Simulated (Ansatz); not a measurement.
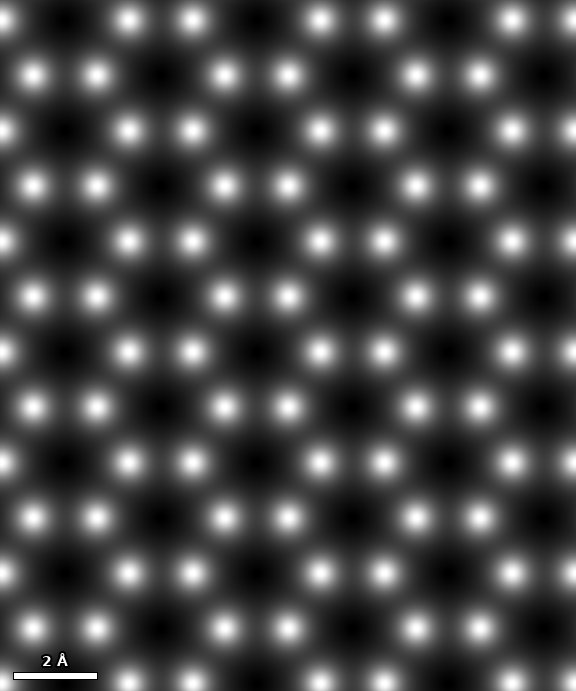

Projected-potential map of Rh. Computed as the sum of neutral-atom potentials (tabulated electron scattering factors, B = 0.8 Å²) projected along the beam and smoothed by 0.25 Å; brighter is more positive. The display is stretched by a gamma of 0.6; percentages refer to the linear signal.

**Give the net of the columns and its spacings.**

The pattern repeats on a hexagonal net with a repeat of 2.7 Å.

**Which plane group does this projection have?**

p6mm: sixfold points with mirror lines through them.

**How many columns does the smallest repeating cell hold, and how many levels of brightness?**

2 columns in the primitive cell of 6.3 Å², all of one brightness.

The crystal is Rh (P6_3/mmc, No. 194) seen along [001]. Structure used: the geometry relaxed with Ansatz, DFT, PBEsol, plane waves (420 eV) with PAW, scalar-relativistic; the starting structure was generated, so it need not be a known form of this composition.
